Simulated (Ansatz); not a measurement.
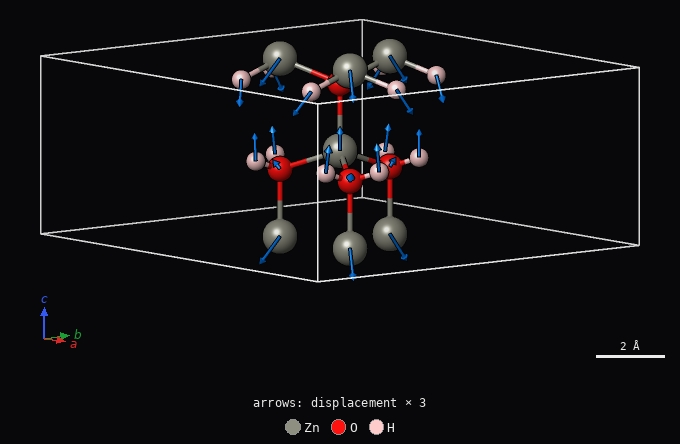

A relaxation of a wire of composition ZnH3O. The starting structure is drawn; blue arrows show the displacements (the part carried along by the change of the cell is left out), 3 times their true length.

Style: ball-and-stick. Shown: the cell of the calculation, with the vacuum cut short, from a free direction.

Case: wire along [0 0 1], 8 atoms a period, capped with H.

Method: Ansatz 0.2.0, DFT PBE, scalar-relativistic, plane waves, PAW. Set-up: plane-wave cutoff 420 eV; k-point mesh 1 × 1 × 6; occupations gaussian; smearing width 0.05 eV; no spin polarisation; cell relaxed at fixed a, b, alpha, beta, gamma; force threshold 0.02 eV/Å; at most 45 steps.

**What did the optimiser do to the structure, and how much energy did it gain?**

After 7 accepted moves (8 points after the start) the energy has fallen by 2.818 eV per cell of the calculation. The largest force component goes from 2.7 to 0.019 eV/Å. At 1 point the geometry stayed and the basis and grid were re-selected for the new cell (energy shift of 14.4 meV per cell of the calculation at most each time). The largest moves relative to the centre of the atoms, 0.38 Å, are those of Zn atoms. By element the largest moves are Zn 0.38 Å, H 0.33 Å, O 0.20 Å. Along the periodic axis the drawn cell goes c 5.293 → 5.120 Å (−3.3 %). Some distances before and after: O–Zn 2.007 → 2.344 Å, O–Zn 1.999 → 2.123 Å, O–Zn 2.007 → 1.891 Å, H–Zn 1.550 → 1.589 Å. Among the angles between lasting bonds that change: H–Zn–H 110.3° → 132.8°, O–Zn–O 108.7° → 89.6°, Zn–O–Zn 108.7° → 93.1°.
